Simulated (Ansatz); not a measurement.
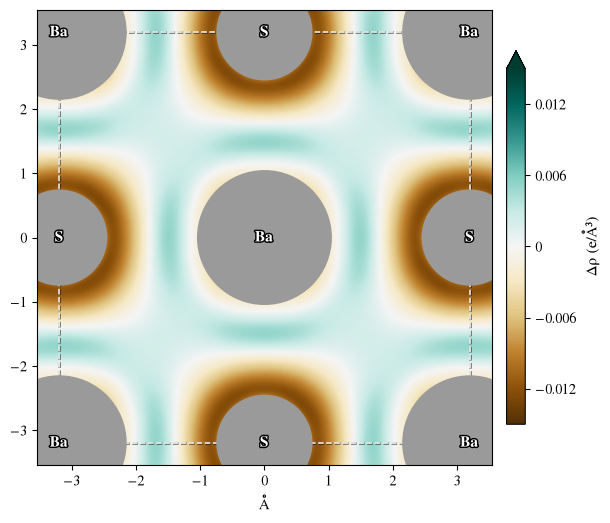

BaS: difference of two self-consistent densities at the same geometry, ρ(PBEsol) − ρ(r2SCAN), on the (001) plane of the conventional cell. Grey discs cover the cores, where the PAW densities can't be compared. Cores are masked to 1.0 Å (Ba) and 0.7 Å (S).

Space group Fm-3m.

Both runs: Ansatz, scalar-relativistic, plane waves and PAW, same cutoff, k-points and PAW files (made with PBE).

What differs between the two levels of theory?

Answer. Against r2SCAN, and outside the masked cores, the largest gain, 0.005 e/Å³, lies 1.5 Å from a barium nucleus and 1.7 Å from a sulfur one, and the largest loss lies at the edge of the masked core of S.
Bader charges are Ba +1.47 and S −1.47 e with r2SCAN and Ba +1.40 and S −1.40 e with PBEsol.
At this volume the pressure is 1 GPa with r2SCAN and −1 GPa with PBEsol.
The gap on the mesh is 2.55 eV with r2SCAN and 2.08 eV with PBEsol.
